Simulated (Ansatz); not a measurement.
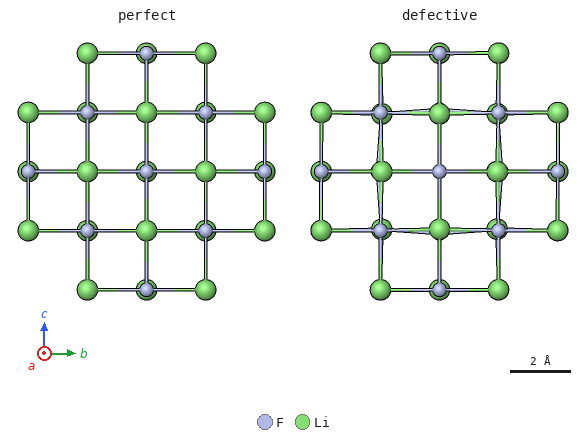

Left: perfect LiF. Right: the same region with one point defect, after relaxing the atoms in a supercell of 64 sites. The picture is a ball-and-stick view of the atoms within 5.4 Å of one point, in a slice 5.0 Å thick across the line of sight, seen along the a axis.

Method: Ansatz 0.2.0, DFT, PBEsol, PAW, plane waves. (plane-wave cutoff 420 eV; k-point mesh 1 × 1 × 1; mesh shifted by (0.25, 0.25, 0.25); collinear spin) Fermi-Dirac smearing of 0.01 eV. A uniform background neutralises the charged cell. The axes drawn are those of the host's conventional cell.

### What kind of defect was made?

A lithium atom is taken out (a vacancy).

The charge state of the cell is +1.

### How does the lattice respond?

Around the empty Li site the host had 6 F at 2.00 Å; after relaxation the nearest atoms are 6 F at 2.09 to 2.10 Å. Of the host's atoms, a fluorine atom moves furthest from its site, by 0.09 Å. The cell's net moment is 2.00 μB.

Limits of the set-up: the periodic images lie only 8.0 Å apart, so the values are limited by the cell's size; the cell is charged, on a uniform background, and energies carry no finite-size correction.
